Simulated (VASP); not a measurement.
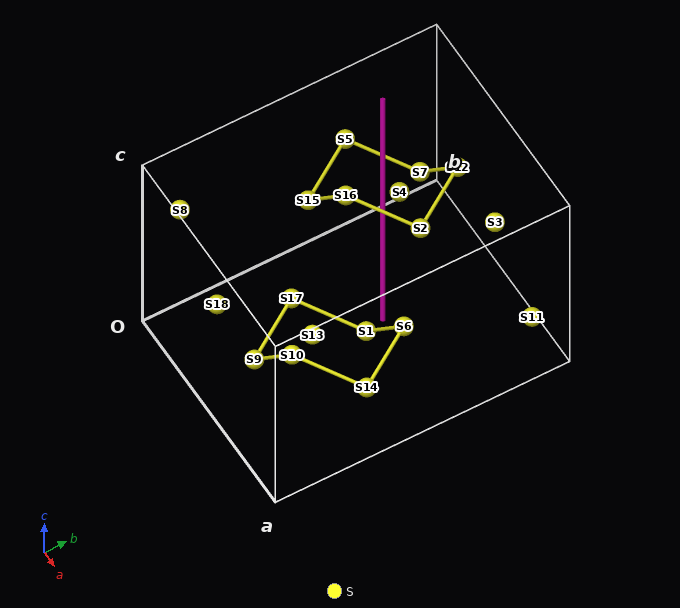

Crystal: S, an entry of the Crystallography Open Database, as set up for an electronic-structure calculation. The coloured rod is the axis of a symmetry operation of the crystal. Symmetry computed with spglib at a tolerance of 0.002 Å; standard conventional cell.

a = 10.818 Å, b = 10.818 Å, c = 4.280 Å, α = 90.00°, β = 90.00°, γ = 120.00°.

```
atom       x       y       z
  S1  0.6239  0.4787  0.2278
  S2  0.5215  0.7095  0.5612
  S3  0.8546  0.8118  0.8945
  S4  0.0428  0.8546  0.1055
  S5  0.1451  0.6239  0.7722
  S6  0.8121  0.5215  0.4388
  S7  0.2905  0.8121  0.5612
  S8  0.1882  0.0428  0.8945
  S9  0.5213  0.1451  0.2278
 S10  0.7095  0.1879  0.4388
 S11  0.8118  0.9572  0.1055
 S12  0.4787  0.8549  0.7722
 S13  0.9572  0.1454  0.8945
 S14  0.8549  0.3761  0.2278
 S15  0.1879  0.4785  0.5612
 S16  0.3761  0.5213  0.7722
 S17  0.4785  0.2905  0.4388
 S18  0.1454  0.1882  0.1055
```

Take the operation x, y, z → −y+1, x−y+1, z.

Question: What kind of operation is it, and where does it lie?

Answer: It is a 3-fold rotation, about the line along [0 0 1] through (1/3, 2/3, 1/2).

Question: Onto which atom does it carry each atom (up to whole multiples of a, b and c)?

Answer: S1 → S9, S2 → S7, S3 → S8, S4 → S18, S5 → S16, S6 → S17, S7 → S15, S8 → S13, S9 → S14, S10 → S6, S11 → S4, S12 → S5, S13 → S3, S14 → S1, S15 → S2, S16 → S12, S17 → S10, S18 → S11.

Question: What is the crystal's space group?

Answer: R-3 (No. 148, hexagonal axes).
